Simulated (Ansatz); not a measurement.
Input structure:

```
Cu O
1.0
     4.06402    0.00000    0.00000
     0.00000    4.06402    0.00000
    -2.03201   -2.03201    3.71368
Cu O
3 2
Direct
  0.23790 0.23001 0.44862
  0.73790 0.73001 0.44862
  0.48790 0.98001 0.94862
  0.00000 0.00000 0.00000
  0.50000 0.50000 0.00000
```

Question: Give a crystallographic description of this input.

Answer: Chemical formula Cu₃O₂. Its symmetry is the lowest possible, P1. Atoms per cell: 5 (3 Cu, 2 O).

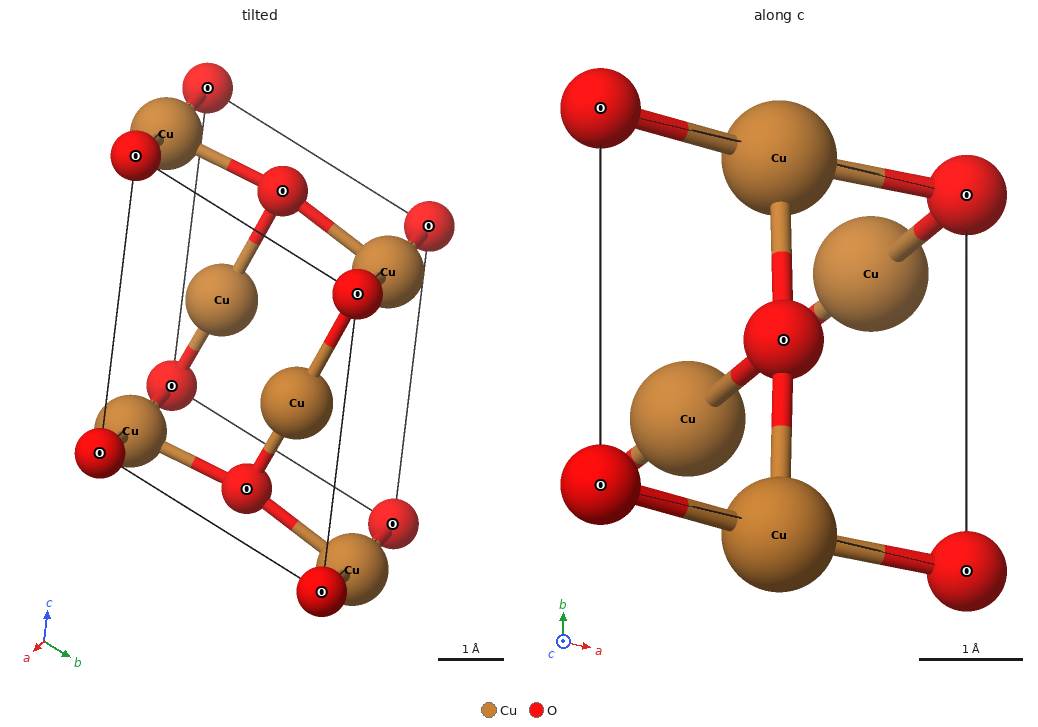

The figure gives a ball-and-stick picture of the atoms, viewed slightly off an axis and along the c axis. The edges of the unit cell are marked. Colours: copper orange, oxygen red.

The cell started as a structure listed in the Materials Project. The cell was then strained or its atoms displaced on purpose. It was run through Ansatz as a DFT input.

At this level of theory the cell isn't at rest (compressed, at 7 GPa and forces up to 5.0 eV/Å), so its distances can differ from those at equilibrium, the more so the softer the solid.
